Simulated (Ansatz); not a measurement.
**A series of single points on Si**

System: Si (Fmmm, 1 atom in the cell).
Method: DFT LDA, scalar-relativistic, plane waves, PAW, no spin polarisation (Ansatz 0.2.0).

The 7 runs differ only in the geometry, by a strain of the cell at fixed fractional positions. Against run 4, the strain is εxx = −0.03 η, εxy = η and εyy = −0.03 η. The structure derives from a Materials Project entry.

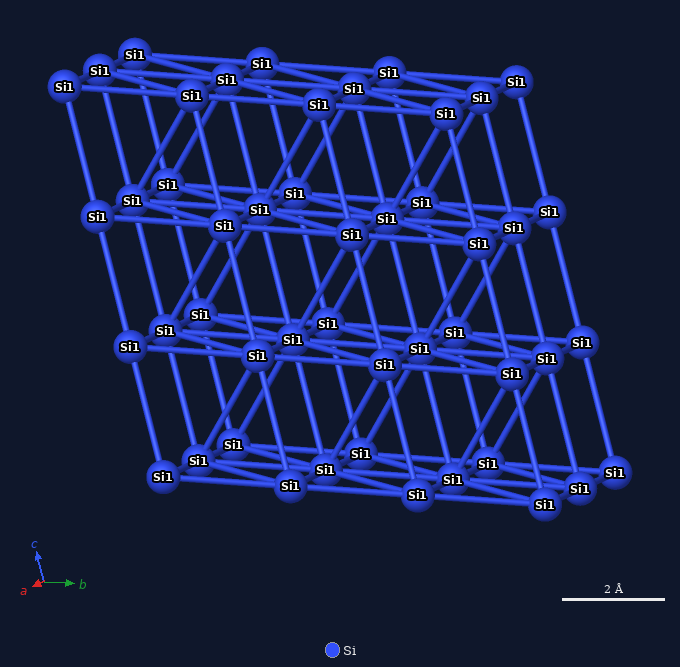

Figure 1. The structure of run 4 (ball-and-stick view of the cell of the calculation, repeated 2 × 3 × 3, seen at an oblique angle; atoms are numbered from 1 in the order of the input).

**Input of run 4**
```yaml
crystal:
  lattice:
    - [-1.5811986205, 1.5811986205, 1.32032985]
    - [1.5811986205, -1.5811986205, 1.32032985]
    - [1.6726312395, 1.6726312395, -1.32032985]
  atoms:
    - { symbol: Si, position: [0.0, 0.0, 0.0] }
basis:
  ecutwfc: 420
kpoints:
  mp_grid: { grid: [22, 22, 22] }
hamiltonian:
  xc: lda
scf:
  occupations: { method: gaussian, width: 0.15 }
output:
  forces: true
  stress: true
  eigenvalues: true
```

Command:
```bash
ansatz run input.yaml --threads 1 --pin off --max-ram 2560MiB --backend cpu --events-out ev --progress --plain --runs-dir out
```

Lattice vectors (Å) and fractional positions of run 4:
```
  -1.581199    1.581199    1.320330
   1.581199   -1.581199    1.320330
   1.672631    1.672631   -1.320330
Si  0.000000  0.000000  0.000000
```

Run 2 differs from it as follows:
```diff
-    - [-1.5811986205, 1.5811986205, 1.32032985]
-    - [1.5811986205, -1.5811986205, 1.32032985]
-    - [1.6726312395, 1.6726312395, -1.32032985]
+    - [-1.6117032754, 1.6117032754, 1.32032985]
+    - [1.6117032754, -1.6117032754, 1.32032985]
+    - [1.6421265846, 1.6421265846, -1.32032985]
```

**Results, with one run withheld**

```csv
run,strain parameter η (%),"free energy per atom, from the lowest run given (meV)",pressure (GPa)
1,−6.5652,9.84,0.39
2,−1.8765,?,?
3,−0.9357,0.00,−0.15
4,0.0000,4.24,0.06
5,1.8765,16.80,0.76
6,2.8172,24.80,1.22
7,3.7530,34.30,1.78
```

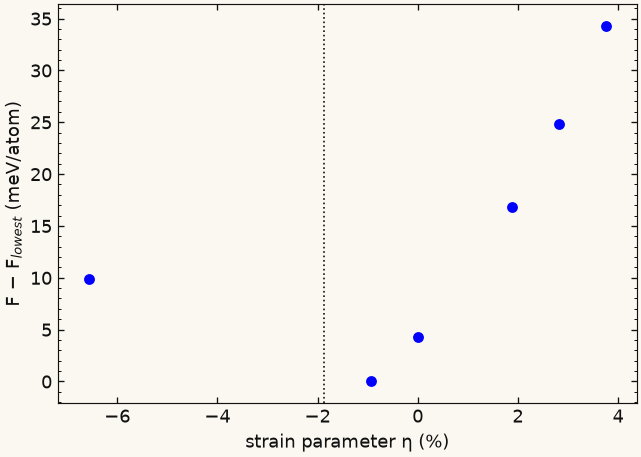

Figure 2. Free energy per atom of the runs given; the dotted line marks run 2.

What should run 2 give?

A cubic polynomial in the coordinate, fitted to the 6 runs given, misses them by at most 0.13 meV per atom. With x = η − 0.1576, it reads F = 5.0422 + 5.4726 x + 0.80093 x² − 0.017736 x³ (meV per atom). At run 2 it gives −2.63 meV per atom, and the run itself gives −3.31. The fit has its minimum at η = −2.9401 %. So low a polynomial doesn't follow these energies more closely.

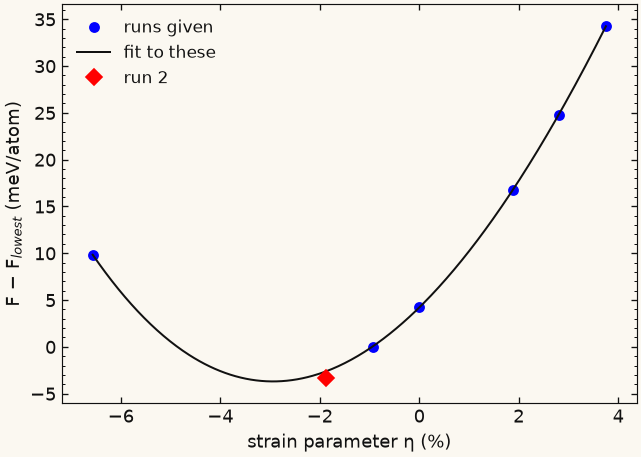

Figure 3. The fit and the withheld run.

**Output, shortened to warnings, some set-up lines, iterations and results (run 2)**
```
Basis set: ecut = 420 eV, 273 PW (Γ)
Symmetry: 8 space group operations
k-points: 1530 of 10648
Initial density: superposition of atomic densities (neutral atoms: chi_scale 0, normalization atom), corrected by the library's trained network
[...]
SCF iter   1: F=—  HF=-608.256222 eV  |F-HF|=—  |Δ(HF+E_count)|=         —  Δρ=4.07e-3  dr2=1.80e-3  ethr=1.77e-3  ⟨swp⟩=5.0  Hψ=86341  notcnv=0
SCF iter   2: F=—  HF=-608.255547 eV  |F-HF|=—  |Δ(HF+E_count)|=   6.76e-4  Δρ=1.66e-3  dr2=2.61e-4  ethr=4.50e-5  ⟨swp⟩=1.1  Hψ=21543  notcnv=0
SCF iter   3: F=—  HF=-608.255440 eV  |F-HF|=—  |Δ(HF+E_count)|=   1.07e-4  Δρ=1.46e-4  dr2=9.56e-7  ethr=6.54e-6  ⟨swp⟩=2.0  Hψ=11945  notcnv=0
SCF iter   4: F=—  HF=-608.255441 eV  |F-HF|=—  |Δ(HF+E_count)|=   7.31e-7  Δρ=1.89e-5  dr2=4.63e-8  ethr=2.39e-8  ⟨swp⟩=2.0  Hψ=11989  notcnv=0
SCF iter   5: F=-608.255441 eV  HF=-608.255441 eV  |F-HF|=2.01e-9  |Δ(HF+E_count)|=   1.78e-8  Δρ=5.69e-6  dr2=4.07e-9  ethr=1.16e-9  ⟨swp⟩=1.0  Hψ=8921  notcnv=0
SCF iter   6: F=-608.255441 eV  HF=-608.255441 eV  |F-HF|=1.93e-12  |Δ(HF+E_count)|=   1.66e-9  Δρ=1.85e-7  dr2=4.53e-12  ethr=1.02e-10  ⟨swp⟩=1.6  Hψ=29153  notcnv=0
SCF 1 converged in 6 iterations: F = -608.255441 eV  dr2 = 4.53e-12
SCF converged after 6 iterations
Free energy (F): -608.255441 eV
Harris-Foulkes:  -608.255441 eV  (|F-HF|=1.93e-12)
Internal energy: -608.250637 eV  (E = F + TS)
E sigma→0 (E₀):  -608.253039 eV
Entropy (-TS):   -0.004804 eV (-4.804 meV/atom)
Fermi energy:    10.936300 eV
--- Per-component energies (eV) ---
  E_band       = 20.582753
  E_kinetic    = 42.117814
  E_local      = 2.099942  (includes V_loc(G=0)·N_el)
  E_nonlocal   = 26.490556
  E_hartree    = 0.515654
  E_xc         = -56.111959
  E_vxc        = -48.793348  (∫ρ·V_xc dr)
  E_paw        = -485.579724  (= ΣΔE_a)
  E_vpaw       = -2.363527  (= ΣTr[D̂ρ^β])
  E_aug_tail   = 0.000006  (compensation charges beyond the density's cutoff)
  E_ewald      = -137.867257
  E_core_change = 0.084331  (= ΣΔE_core)
  E_smearing   = -0.004804  (= −TS)
  E_closure    = 0.000000  (closes the sum)
  Σ components = -608.255441   (vs F -608.255441, Δ=0.00e0)
--- Forces (eV/Å), atoms counted from 1 ---
  atom   1  Si     0.00000000     0.00000000     0.00000000
  max |Σ_I F_I| component: 3.94e-31 eV/Å
--- Stress (GPa, compression-positive) ---
        0.012559      -1.470569       0.000000
       -1.470569       0.012559       0.000000
        0.000000       0.000000      -0.771508
  P = ⅓ Tr σ = -0.2488 GPa (-2.488 kbar)
```
